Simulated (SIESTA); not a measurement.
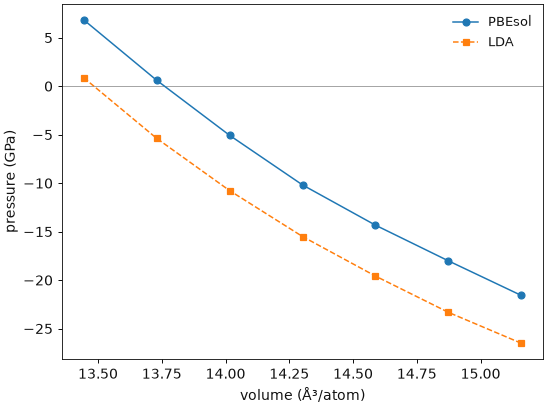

Figure. Pressure against volume, with one curve for each functional, for Rh (space group P6_3/mmc).

The fitted equilibrium volumes, smallest first, are LDA 13.479, PBEsol 13.756 Å³/atom. The fitted bulk moduli, smallest first, are PBEsol 287.5, LDA 303.6 GPa. For PBEsol, the pressure falls from 6.85 GPa at volume 13.44 Å³/atom to −21.58 GPa at 15.16 Å³/atom, and changes sign near 13.76 Å³/atom. For LDA, the pressure falls from 0.88 GPa at volume 13.44 Å³/atom to −26.51 GPa at 15.16 Å³/atom, and changes sign near 13.48 Å³/atom.

Method: DFT in numerical atomic orbitals with pseudopotentials, no spin polarisation; energies at scaled volumes of the given cell, shape and fractions fixed, counted from the fit's minimum, third-order Birch-Murnaghan fit (SIESTA 5.4.2). All runs: no spin polarisation.

- k mesh: 11×11×6
- occupations: Fermi–Dirac
- smearing width: 0.05 eV
- potentials: PseudoDojo 0.4 standard, converted to PSML, two zetas on semicore shells

Limits of the calculation: the fit and the printed pressures don't fully agree, or the minimum lies near the end of the range (LDA); mulliken charges of long orbitals; shape and atomic fractions are frozen while scaling, which makes layered, chain and framework solids too stiff.
